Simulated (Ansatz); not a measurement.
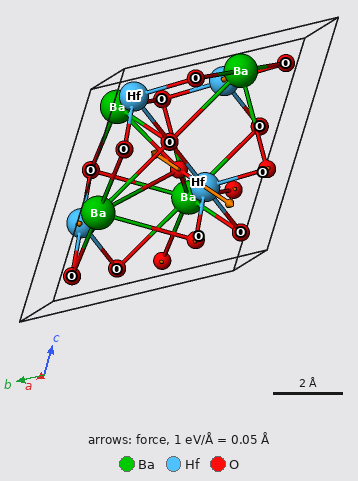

Starting geometry of a defect cell of composition Ba4Hf4O11 (cell charge +2) (started half-way along a vacancy jump, in the symmetry of that start) with the computed forces as orange arrows. The picture is a ball-and-stick view of the cell of the calculation (origin shifted), seen from a free direction.

All numbers below come from DFT PBE, scalar-relativistic, plane waves, PAW (Ansatz). Set-up: plane-wave cutoff 420 eV; k-point mesh 4 × 4 × 4; occupations gaussian; smearing width 0.05 eV; no spin polarisation; atoms relaxed in a fixed cell; force threshold 0.02 eV/Å; at most 60 steps.

Q: What follows when this structure is relaxed?

A: It isn't relaxed: the largest force vector, on a Hf atom, is 32.72 eV/Å. The final displacements have little in common with the starting forces (cosine between the two patterns 0.11). After 9 accepted moves (10 points after the start) the energy has fallen by 7.157 eV per cell of the calculation. Largest force component: 23 eV/Å at the start, 0.014 eV/Å at the end. 1 step only repeated the SCF at the same geometry. The largest move is that of an O atom, 1.26 Å along [0 1 −1]. By element the largest moves are O 1.26 Å, Hf 0.20 Å, Ba 0.08 Å. The cell stays as it was. Near-neighbour distances that change, for instance: Hf–O 3.325 → 2.159 Å, Ba–O 3.934 → 3.103 Å, Hf–O 1.487 → 2.076 Å, Ba–O 2.576 → 2.850 Å. New bonds form: Hf–O (3.33 → 2.16 Å). Bond angles that change, for instance: O–Hf–O 135.0° → 98.4°, Ba–O–Hf 125.3° → 96.7°, O–Hf–O 135.0° → 163.1°. The run took 9.1 min on 4 threads of Arm Neoverse V1, on a shared host, peak memory 1.5 GiB.

Limits of the set-up: the periodic images lie only 7.3 Å apart, so the values are limited by the cell's size; the cell is charged, on a uniform background, and energies carry no finite-size correction.
